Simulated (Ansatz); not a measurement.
# Zr11S24 (cell with a defect): what the fields show

Input

```
crystal:
  lattice:
    - [-7.3704169265, 1.0e-10, -6.757906724]
    - [3.6852084633, 6.3829682948, -6.757906724]
    - [3.6852084632, -6.3829682949, -6.757906724]
  atoms:
    - { symbol: Zr, position: [0.4996089267, 1.00033154, 0.499988158] }
    - { symbol: Zr, position: [0.6671966865, 0.1677881133, 0.164035459] }
    - { symbol: Zr, position: [0.1636542455, 0.1680652647, 0.6672384609] }
    - { symbol: Zr, position: [0.6671714273, 0.6646624771, 0.6679335995] }
    - { symbol: Zr, position: [0.332921582, 0.3336793045, 0.3330695159] }
    - { symbol: Zr, position: [-0.0018095748, 0.0023892264, -0.0014955281] }
    - { symbol: Zr, position: [0.8327041972, 0.8335361071, 0.3332222343] }
    - { symbol: Zr, position: [0.5019568798, 0.4995208512, -0.0011858066] }
    - { symbol: Zr, position: [0.3325311695, 0.833510783, 0.8328978835] }
    - { symbol: Zr, position: [0.9982752238, 0.4991503135, 0.5020997576] }
    - { symbol: Zr, position: [0.1659629449, 0.6667843411, 0.1662601486] }
    - { symbol: S, position: [0.405351031, 0.2389440704, 0.5709323943] }
    - { symbol: S, position: [0.0713068781, 0.9046750446, 0.2388841549] }
    - { symbol: S, position: [0.2393193708, 0.0711021723, 0.9050525775] }
    - { symbol: S, position: [0.7381304176, 0.0713211964, 0.4058320268] }
    - { symbol: S, position: [0.2387809278, 0.5722227263, 0.4040211307] }
    - { symbol: S, position: [0.8996970835, 0.2346217036, 0.0655920716] }
    - { symbol: S, position: [0.570287589, 0.9065154098, 0.7386653808] }
    - { symbol: S, position: [0.403599515, 0.7399914128, 0.071643667] }
    - { symbol: S, position: [0.0658497434, 0.4005129725, 0.734087957] }
    - { symbol: S, position: [0.9048353054, 0.7404554781, 0.570629867] }
    - { symbol: S, position: [0.5704525283, 0.4055503141, 0.2399843685] }
    - { symbol: S, position: [0.7336695721, 0.5677997619, 0.9006100007] }
    - { symbol: S, position: [0.7652717972, 0.4327689322, 0.5989980346] }
    - { symbol: S, position: [0.4266094341, 0.0950668842, 0.2620547805] }
    - { symbol: S, position: [0.59860561, 0.2662101632, 0.9322865414] }
    - { symbol: S, position: [0.0953600786, 0.2616274318, 0.4259827844] }
    - { symbol: S, position: [0.5941277665, 0.7625595079, 0.4271486936] }
    - { symbol: S, position: [0.2601623259, 0.4282386928, 0.095220863] }
    - { symbol: S, position: [0.9321515212, 0.0980467548, 0.7649843283] }
    - { symbol: S, position: [0.760586801, 0.9265186799, 0.095763488] }
    - { symbol: S, position: [0.4259878916, 0.5960778678, 0.7611314974] }
    - { symbol: S, position: [0.2617371174, 0.9273947916, 0.594269725] }
    - { symbol: S, position: [0.9272778081, 0.5958307192, 0.2603036774] }
    - { symbol: S, position: [0.0948651447, 0.760584946, 0.9275756951] }
  host:
    lattice:
      - [3.6852084633, 0.0, 0.0]
      - [-1.8426042316, 3.1914841474, 0.0]
      - [0.0, 0.0, 6.757906724]
    atoms:
      - { symbol: Zr, position: [0.0, 0.0, 0.0] }
      - { symbol: S, position: [0.6666666667, 0.3333333333, 0.785683562] }
      - { symbol: S, position: [0.3333333333, 0.6666666667, 0.214316438] }
basis:
  ecutwfc: 420
  xc_grid: 2
kpoints:
  mp_grid: { grid: [2, 2, 2], shift: [0.5, 0.5, 0.5] }
hamiltonian:
  xc: pbe
scf:
  occupations: { method: gaussian, width: 0.01 }
output:
  forces: true
  stress: false
  eigenvalues: true
  charged_corrections:
    defect_position: [0.83333333, 0.33333333, 0.83333333]
    epsilon: [[53.0181, 0.0, 0.0], [0.0, 53.0181, 0.0], [0.0, 0.0, 3.7274]]
  write_density: true
  write_potential: true
  elf: true
  volumetric_format: npy
relax:
  adjacent_minimum: "off"
  f_tol: 0.025
  max_steps: 45
```

Command:

```sh
ansatz run input.yaml --threads 4 --pin off --max-ram 10240MiB --backend cpu --events-out ev --progress --plain --runs-dir out
```

The fields are those of the run's last geometry, not of the input's.

Level of theory: DFT PBE, scalar-relativistic, plane waves, PAW (Ansatz).

Core electrons are frozen (PAW), and the valence fields are smoothed inside the atomic spheres.

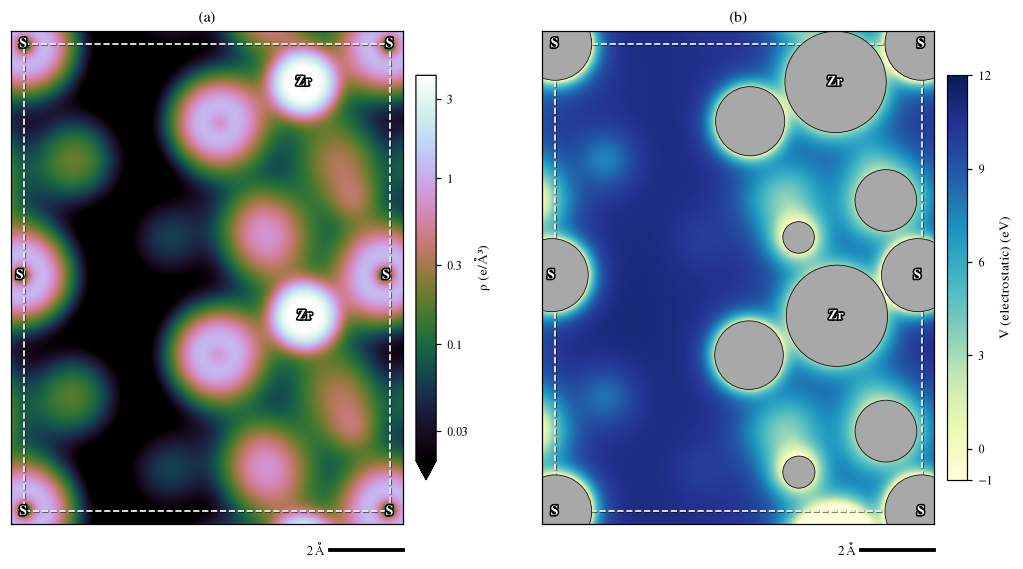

Figure 1. (a) valence pseudo-density; (b) electrostatic potential (local pseudopotential plus Hartree) felt by an electron on the (110) plane of the calculation cell. Grey discs cover the atomic cores in the potential map.

> Describe what can be read from this map.

The section cuts through Zr and S sites.
Atoms just off the plane (S, 0.3 Å away) can leave unmarked features too.
Zr–S (2.48 Å): the density is about 0.51 e/Å³ at the midpoint.
Zr–S (2.57 Å): ρ at the midpoint is about 0.43 e/Å³.
Between the atoms the lowest density in this plane is 0.003 e/Å³.
Outside the cores the potential energy rises away from the atoms and is highest about 2.5 Å from the nearest atoms; its zero is arbitrary.

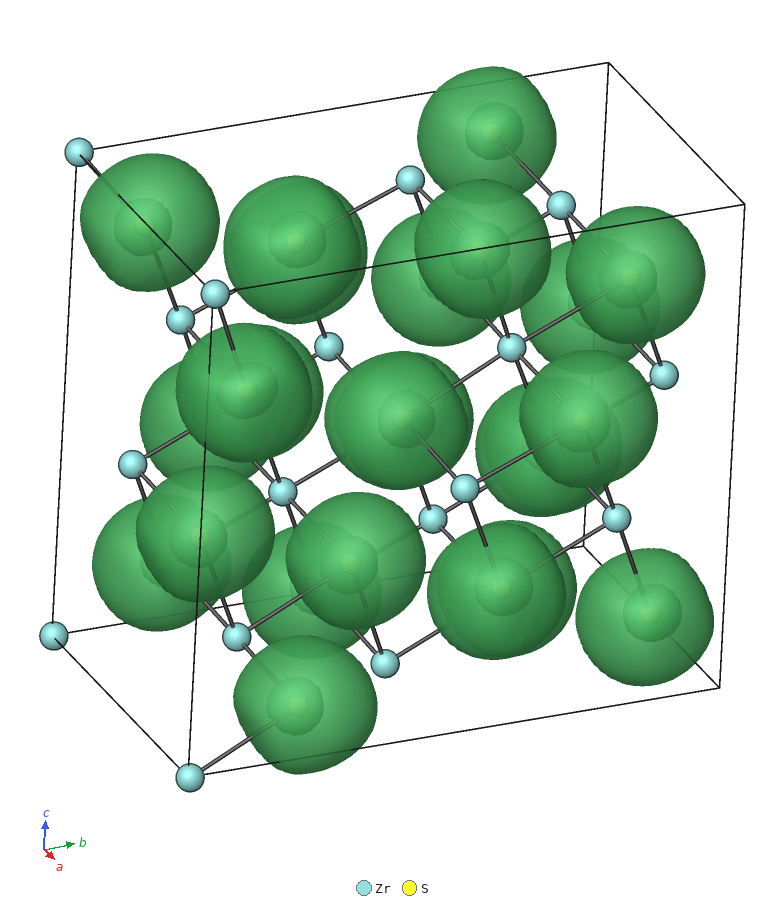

Figure 2. Isosurface of the ELF at 0.7 (green), seen slightly off an axis. Only the valence region is drawn (cores and ρ < 0.01 e/Å³ removed). Sticks mark near contacts.

> What do the ELF domains correspond to?

The ELF exceeds this value in 24 regions wrapped around S (the valence shell of each), counted in one cell of 35 atoms. Any copies at cell faces, edges or corners count once.


Zr–S (2.48 Å): the ELF peaks at about 0.85 in the valence shell of S, 0.8 Å from its nucleus, and is about 0.40 at the midpoint. Zr–S (2.56 Å): the ELF peaks at about 0.85 in the valence shell of S, 0.8 Å from its nucleus, and is about 0.40 at the midpoint.
